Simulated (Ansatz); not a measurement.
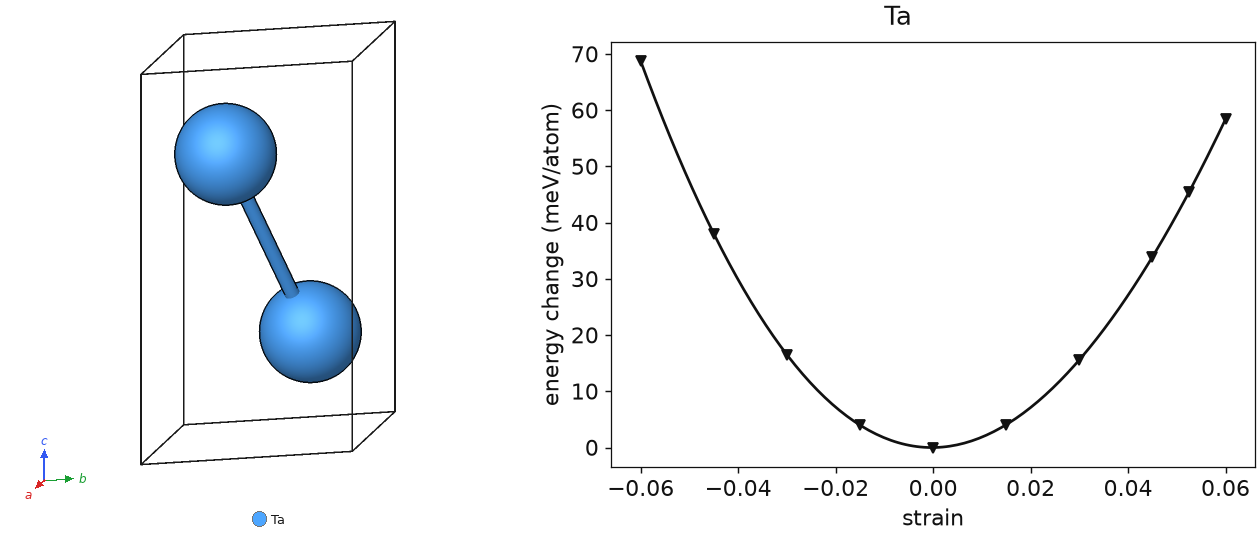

The plot gives the computed energy change against strain for Ta, space group P6_3/mmc (No. 194). The cell is drawn beside the plot.

Structure:
```xyz
2
Lattice="2.8669 0.0000 0.0000 -1.4335 2.4828 0.0000 0.0000 0.0000 5.0914" Properties=species:S:1:pos:R:3 pbc="T T T"
Ta    1.4335    0.8276    3.8186
Ta    0.0000    1.6552    1.2729
```

Computed with Ansatz 0.2.0: homogeneous strain of a crystal along one Voigt pattern with engineering shear, fractional coordinates fixed, by plane-wave density functional theory with PAW datasets, free energies less that of the undisturbed cell, pressure positive in compression; scalar-relativistic. Level: PBEsol, no spin polarisation.

```tsv
setting	value
wave cutoff	420 eV
k mesh	24×24×12
occupations	Gaussian
smearing width	0.15 eV
k shift	(0, 0, 0) (mesh steps)
start	relaxed
strain pattern	(0, 0, 1, 0, 0, 0) (xx yy zz yz xz xy with engineering shear)
```

From this curve and the settings, what does the calculation give for the tensile stress summed over the strain pattern and pressure at the same points?

The tensile stress summed over the strain pattern rises from −20.8 GPa at strain −0.0600 to 16.1 GPa at 0.0600, and changes sign near 0.000. The pressure falls from 13.6 GPa at strain −0.0600 to −9.4 GPa at 0.0600, and changes sign near 0.000.

```tsv
strain	tensile stress summed over the strain pattern (GPa)	pressure (GPa)
-0.0600	-20.8	13.6
-0.0450	-15.4	9.8
-0.0300	-10.0	6.2
-0.0150	-4.8	3.0
0.0000	0.1	0.0
0.0150	4.7	-2.8
0.0300	8.9	-5.2
0.0450	12.7	-7.4
0.0525	14.4	-8.4
0.0600	16.1	-9.4
```
